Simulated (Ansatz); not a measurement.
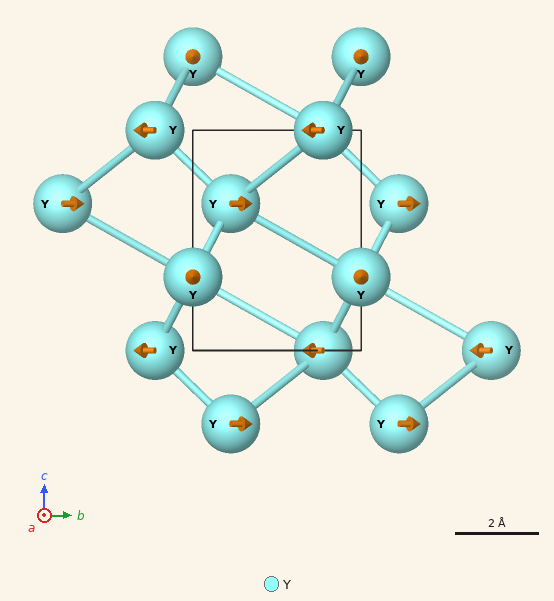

This is a relaxation of solid Y (built on the trigonal selenium_152 type) (coarse preliminary run). The starting structure is drawn; orange arrows show the displacements (the part carried along by the change of the cell is left out), at their true length.

A ball-and-stick model of the cell of the calculation, seen along the a axis.

Case: trigonal selenium type (P3_121, No. 152).

The calculation used Ansatz, DFT r2SCAN, scalar-relativistic, plane waves, PAW. Set-up: plane-wave cutoff 500 eV; k-point mesh 6 × 6 × 4; occupations gaussian; smearing width 0.1 eV; no spin polarisation; cell and atoms relaxed; force threshold 0.04 eV/Å; at most 70 steps.

> What happened in the run?

The energy falls by 4.490 eV per cell of the calculation in 10 accepted moves (11 points after the start). The largest force component goes from 2.8 to 0.00028 eV/Å. The pressure goes from 0.34 to 0.17 GPa. The SCF was repeated once at an unchanged geometry on a basis and grid sized afresh for the cell, which shifted the energy by 6.0 meV per cell of the calculation at most. The largest moves relative to the cell, 0.61 Å, are those of Y atoms. The drawn cell changes as follows: a = b 4.711 → 5.696 Å (+20.9 %), c 5.345 → 3.564 Å (−33.3 %); the volume changes by −2.5 %. Near-neighbour distances that change, for instance: Y–Y 5.345 → 3.564 Å, Y–Y 2.561 → 3.496 Å, Y–Y 3.707 → 3.496 Å. Bond angles that change, for instance: Y–Y–Y 103.1° → 70.9°, Y–Y–Y 78.9° → 109.1°, Y–Y–Y 99.0° → 70.9°. The space group (tolerance 0.01 Å) goes from P3_121 (No. 152) to R-3m (No. 166).
